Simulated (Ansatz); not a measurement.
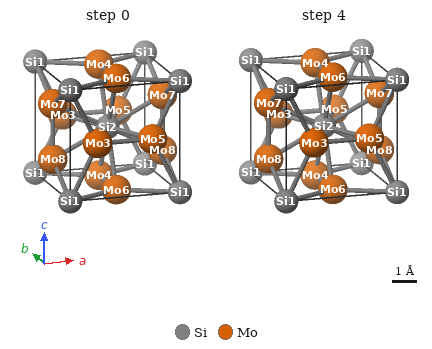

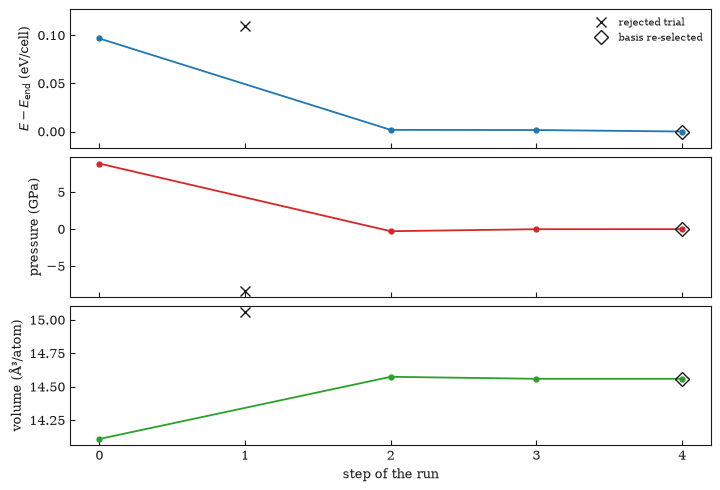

First and last geometry of a relaxation of a crystal of SiMo3 (set up in Pm-3n), with the history of the run. A ball-and-stick model of the cell of the calculation, seen slightly off an axis.

The start is a measured structure.

These are results of DFT, PAW plane waves, r2SCAN (Ansatz), not measurements.

Input
```yaml
crystal:
  lattice:
    - [4.83279106, 0.0, 0.0]
    - [0.0, 4.83279106, 0.0]
    - [0.0, 0.0, 4.83279106]
  atoms:
    - { symbol: Si, position: [0.0, 0.0, 0.0] }
    - { symbol: Si, position: [0.5, 0.5, 0.5] }
    - { symbol: Mo, position: [0.25, 0.0, 0.5] }
    - { symbol: Mo, position: [0.5, 0.75, 0.0] }
    - { symbol: Mo, position: [0.75, 0.0, 0.5] }
    - { symbol: Mo, position: [0.5, 0.25, 0.0] }
    - { symbol: Mo, position: [0.0, 0.5, 0.75] }
    - { symbol: Mo, position: [0.0, 0.5, 0.25] }
  symmetry: { tolerance: 0.0003 }
kpoints:
  mp_grid: { grid: [7, 7, 7], shift: [0, 0, 0] }
magnetization:
  spin_polarized: false
scf:
  occupations: { method: fermi_dirac }
  lower_state_search: "off"
hamiltonian:
  pseudopotentials: { kind: paw }
  xc: r2scan
basis:
  ecutwfc: 500
  fft_grid_basis: typed
relax:
  max_steps: 60
  cell: { p_target: 0.0 }
output:
  forces: true
  stress: true
  eigenvalues: true
  bader: true
  populations: true
  elf: true
  write_potential: true
  volumetric_format: npy
  dos:
    e_range: [-12, 8]
    de: 0.05
    projected: { site_lists: { Mo: [Mo], Si: [Si] } }
checkpoint:
  read: saved_state
```

Launched with:
```bash
ansatz run input.yaml --threads 2 --pin off --max-ram 3584MiB --backend cpu --events-out ev --progress --plain --runs-dir out
```

**Did the run converge, and what did it change?**

It converged. The atoms keep their places relative to the cell (all moves are under 0.005 Å). The drawn cell changes as follows: a = b = c 4.833 → 4.884 Å (+1.1 %); the volume changes by +3.2 %. Among the contacts that change: Mo3–Mo4 2.959 → 2.991 Å, Si1–Mo3 2.702 → 2.730 Å, Mo3–Mo5 2.416 → 2.442 Å. The space group stays Pm-3n (No. 223). Over 2 accepted moves (4 points after the start) the energy falls by 96.7 meV per cell of the calculation. All forces vanish by symmetry, so only the cell relaxes. The pressure goes from 8.85 to −0.01 GPa. The line search rejected the trial step at point 1 of the run. At 1 point the geometry stayed and the basis and grid were re-selected for the new cell (energy shift of 1.5 meV per cell of the calculation at most each time).
